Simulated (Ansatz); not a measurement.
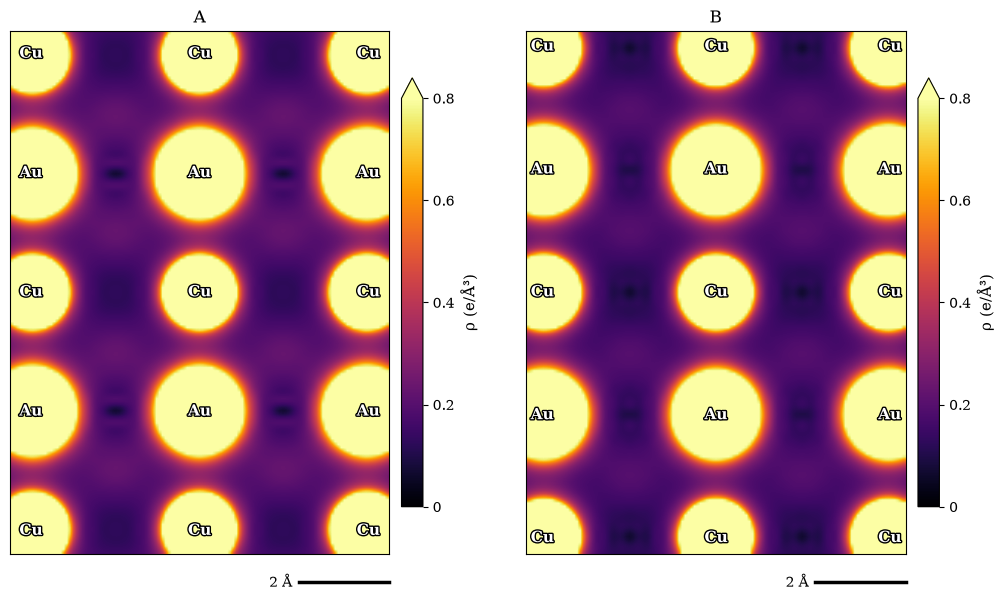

Cu$_{3}$Au. The valence pseudo-density of two cells that differ in size, on the (101) plane of each (indices in the axes of the calculation cell), at one length scale and on one colour scale; one has 13.1 and the other 14.3 Å³ an atom.

These are results of DFT PBE, scalar-relativistic, plane waves, PAW (Ansatz 0.2.0), not measurements.

The density is the valence pseudo-density of a PAW calculation; it isn't the true density close to the nuclei.

**Which panel shows the smaller cell, and what does the compression change?**

Panel A is the smaller cell, by 8 % in volume. From the larger cell to the smaller, Cu–Au goes from 2.73 to 2.65 Å, and the density at its midpoint from 0.29 to 0.34 e/Å³; the pressure goes from −7 to 4.7 GPa.
